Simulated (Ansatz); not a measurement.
System: a (110) slab cut from Hf (Im-3m), 12 atoms in the cell. Starting structure of the relaxation:

```
Hf
1.0
     6.07034    0.00000    0.00000
    -2.02345    5.72318    0.00000
     0.00000    0.00000   20.95641
Hf
12
Direct
  0.25000 0.25000 0.38174
  0.25000 0.75000 0.38174
  0.75000 0.25000 0.38174
  0.75000 0.75000 0.38174
  0.50000 0.50000 0.50000
  0.50000 0.00000 0.50000
  0.00000 0.50000 0.50000
  0.00000 0.00000 0.50000
  0.75000 0.75000 0.61826
  0.75000 0.25000 0.61826
  0.25000 0.75000 0.61826
  0.25000 0.25000 0.61826
```

Computed with Ansatz: DFT PBE+D3(BJ), scalar-relativistic, plane waves, PAW, no spin polarisation, 3×3×1 k mesh, Gaussian smearing of 0.1 eV.

What does the potential across the slab give for the work function?

The work function is 4.34 eV, the same on both faces. The two vacuum levels agree, so the slab has no net dipole along its normal. The outermost atoms are 4.8 Å apart, which leaves 16.1 Å of vacuum in a cell 21.0 Å high.

Spin-orbit coupling is left out, which matters for Hf.

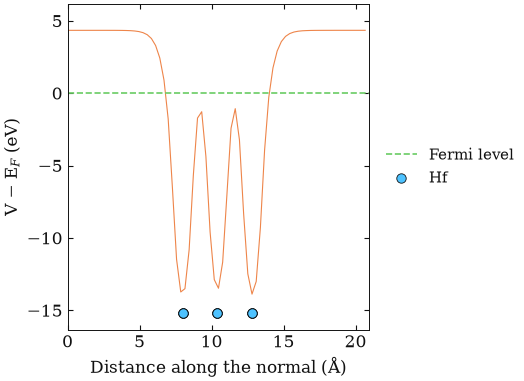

Plane-averaged electrostatic potential energy of an electron across the slab; circles at the bottom mark the heights of the atoms (positions after relaxation).
